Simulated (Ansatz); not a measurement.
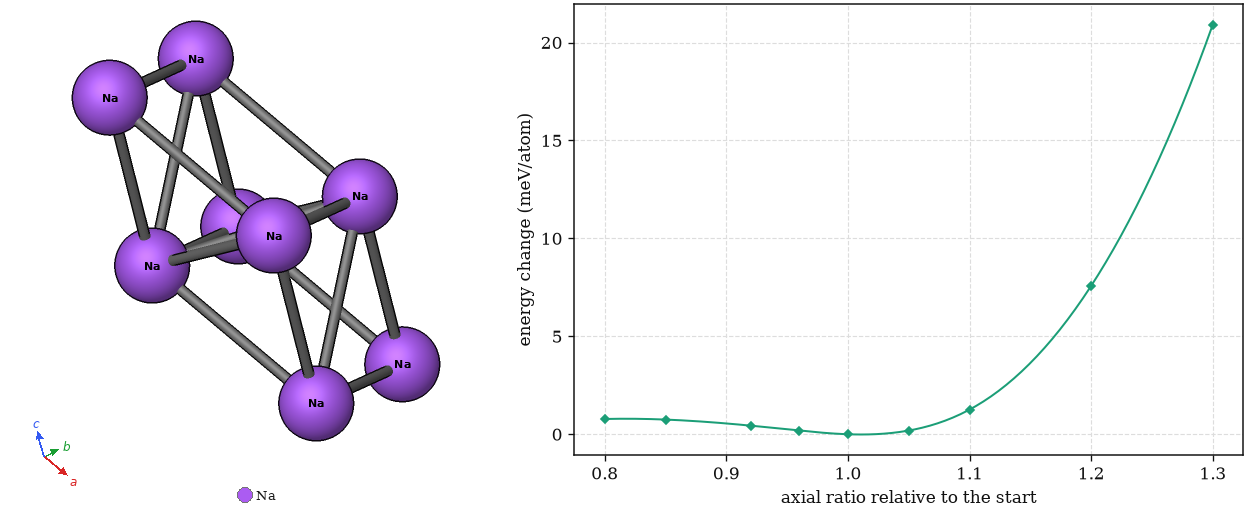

The figure shows the energy change against relative axial ratio for Na, space group I4/mmm (No. 139). The cell is drawn beside the plot.

Starting cell:
```xyz
1
Lattice="-1.8883 1.8883 2.6373 1.8883 -1.8883 2.6373 1.8883 1.8883 -2.6373" Properties=species:S:1:pos:R:3 pbc="T T T"
Na    0.0000    0.0000    0.0000
```

Computed with Ansatz 0.2.0: deformation of a crystal at fixed volume, lengths along the axis scaled against those across it, fractional coordinates fixed, by plane-wave density functional theory with PAW datasets, free energies less that of the undisturbed cell, pressure positive in compression; scalar-relativistic. Level: PBEsol, no spin polarisation.

```
       setting                              value
   wave cutoff                             420 eV
        k mesh                           20×20×20
   occupations                           Gaussian
smearing width                            0.15 eV
       k shift             (0, 0, 0) (mesh steps)
         start                           as given
          path                         tetragonal
axis direction  (0, 0, 1) (Cartesian unit vector)
```

From this curve and the settings, what does the calculation give for the pressure at the same points?

The pressure rises from −0.259 GPa at relative axial ratio 0.80 to −0.190 GPa at 1.30.

| axial ratio relative to the start | pressure (GPa) |
| --- | --- |
| 0.80 | −0.259 |
| 0.85 | −0.255 |
| 0.92 | −0.250 |
| 0.96 | −0.248 |
| 1.00 | −0.247 |
| 1.05 | −0.247 |
| 1.10 | −0.246 |
| 1.20 | −0.231 |
| 1.30 | −0.190 |

Caveats: reference crystal is not relaxed; shape and atomic fractions are frozen while scaling, which makes layered, chain and framework solids too stiff.
